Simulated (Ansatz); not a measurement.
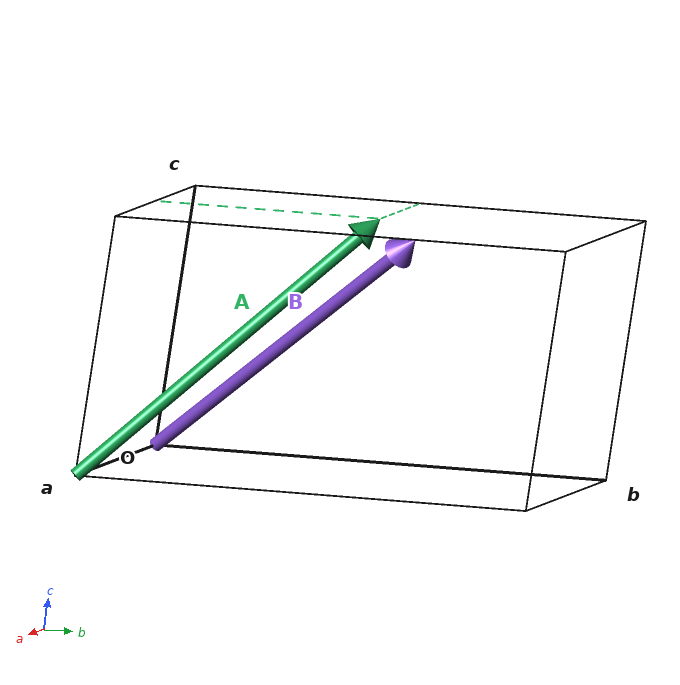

Crystal: Si, the geometry relaxed with DFT, RPBE, plane waves (420 eV) with PAW, scalar-relativistic (Ansatz); the starting structure was generated, so it need not be a known form of this composition. Each arrow starts at a corner of the unit cell and ends on its surface; where a tip isn't a corner, dashed lines run from it parallel to the axes. Symmetry computed with spglib at a tolerance of 0.002 Å; standard conventional cell.

a = 2.673 Å, b = 6.822 Å, c = 3.665 Å, α = 90.00°, β = 111.32°, γ = 90.00°.

> Give [uvw] of each arrow.

Arrow A runs from (1, 0, 0) to (1/2, 1/2, 1), so [−1 1 2]; Arrow B runs from (0, 0, 0) to (1, 2/3, 1), so [3 2 3].

> How long is the vector ua + vb + wc in each case, and what angles do the directions make?

A 11.030 Å; B 17.528 Å. A–B: 42.9°.
